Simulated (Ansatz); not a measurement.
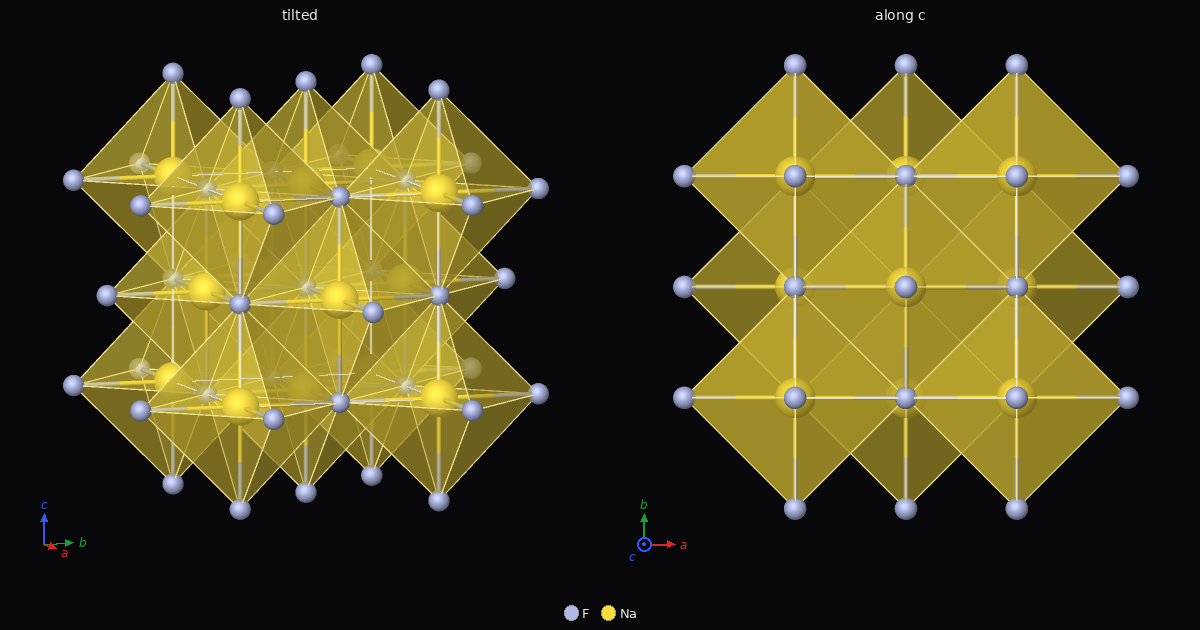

We look at a polyhedral model of the crystal slightly off an axis and along the c axis. Lines trace the edges of the drawn cell (a repeat of the simulation cell). Some atoms of the next cells are drawn as well.

NaF, a = 4.640 Å, b = 4.640 Å, c = 4.578 Å, α = 90.00°, β = 90.00°, γ = 90.00°. Strictly the space group is I4/mmm (No. 139, within 0.01 Å). It is a distorted form of a face-centred cubic structure, space group Fm-3m (No. 225) within 0.25 Å: rock salt (NaCl type). Starting structure: a structure type filled with these elements by a generator (whether the compound takes this form wasn't checked). The cell was then strained or its atoms displaced on purpose. It went into a calculation with Ansatz.

This one geometry was computed with Ansatz (DFT, plane waves, PAW) at three levels of theory: HSE06, PBE and r2SCAN. It was relaxed with r2SCAN and then strained.

Which level gives the highest pressure at this volume, and what does that say about its equilibrium volume?

Highest: PBE (2.7 GPa), which points to the largest equilibrium volume. Lowest, with the smallest volume: r2SCAN (-0.8 GPa). Levels within 0.5 GPa of each other can't be told apart.

How does the band gap change with the level of theory?

PBE: a gap of 6.37 eV, direct; r2SCAN: a gap of 7.19 eV, direct; HSE06: a gap of 8.54 eV, direct.

Collect the results in a table.

| level | cutoff (eV) | k-mesh of the run's cell | gap (eV) | pressure (GPa) |
| --- | --- | --- | --- | --- |
| HSE06 | 420 | 6×6×6 | 8.54 | 0.6 |
| PBE | 420 | 10×10×10 | 6.37 | 2.7 |
| r2SCAN | 500 | 10×10×10 | 7.19 | -0.8 |

Gaps are taken on the k-mesh or band path of each run.
